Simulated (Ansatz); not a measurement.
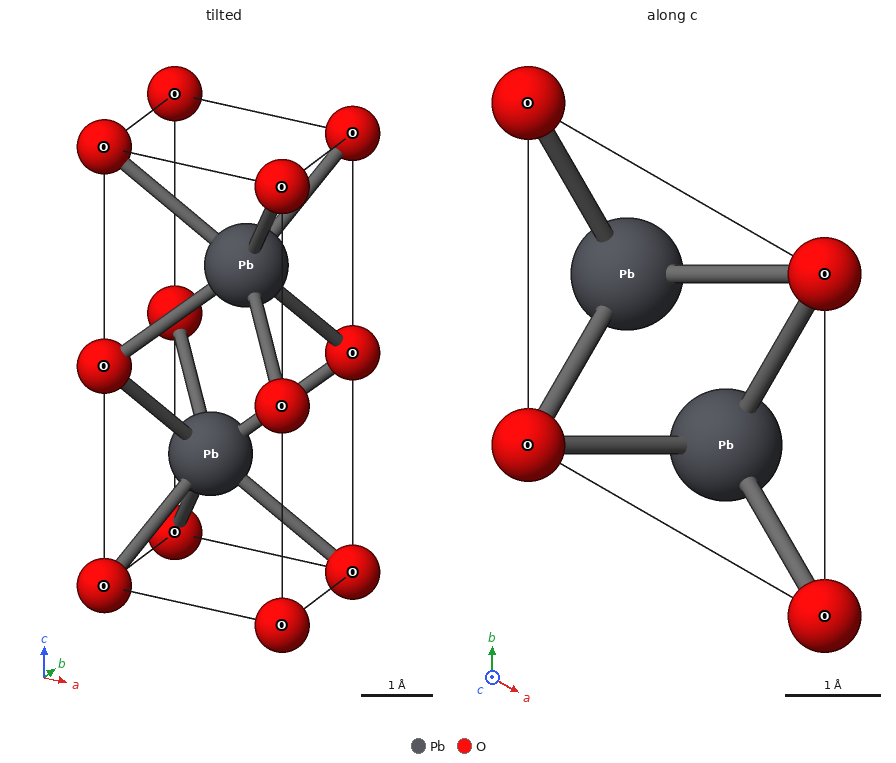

This ball-and-stick model is shown slightly off an axis and along the c axis. The frame is the conventional unit cell; atoms at its boundary are shown with their periodic copies.

PbO, anti-NiAs type, space group P6_3/mmc (No. 194), a = 3.618 Å, b = 3.618 Å, c = 6.352 Å, α = 90.00°, β = 90.00°, γ = 120.00°. Origin of the cell: a structure type filled with these elements by a generator (whether the compound takes this form wasn't checked). Earlier steps of the study, as a rule a relaxation of our own, may have changed the cell and positions, so they can lie some per cent off the listed ones. Ansatz was used for an electronic-structure calculation on it.

This one geometry was computed with Ansatz (DFT, plane waves, PAW) at four levels of theory: PBEsol, r2SCAN, LDA and PBE with spin-orbit coupling.

> Which level gives the highest pressure at this volume, and what does that say about its equilibrium volume?

Highest: PBE with spin-orbit coupling (-0.3 GPa), which points to the largest equilibrium volume. Lowest, with the smallest volume: LDA (-7.5 GPa). Levels within 0.5 GPa of each other can't be told apart.

> How does the band gap change with the level of theory?

PBEsol: a gap of 0.12 eV on the k-mesh; PBE with spin-orbit coupling: a gap of 0.14 eV on the k-mesh; LDA: a gap of 0.15 eV on the k-mesh; r2SCAN: a gap of 0.31 eV on the k-mesh.

> Collect the results in a table.

| level | cutoff (eV) | k-mesh of the run's cell | gap (eV) | pressure (GPa) |
| --- | --- | --- | --- | --- |
| PBEsol | 420 | 10×10×6 | 0.12 | -4.5 |
| r2SCAN | 500 | 10×10×6 | 0.31 | -2.8 |
| LDA | 420 | 10×10×6 | 0.15 | -7.5 |
| PBE with spin-orbit coupling | 420 | 10×10×6 | 0.14 | -0.3 |

Gaps are taken on the k-mesh or band path of each run.
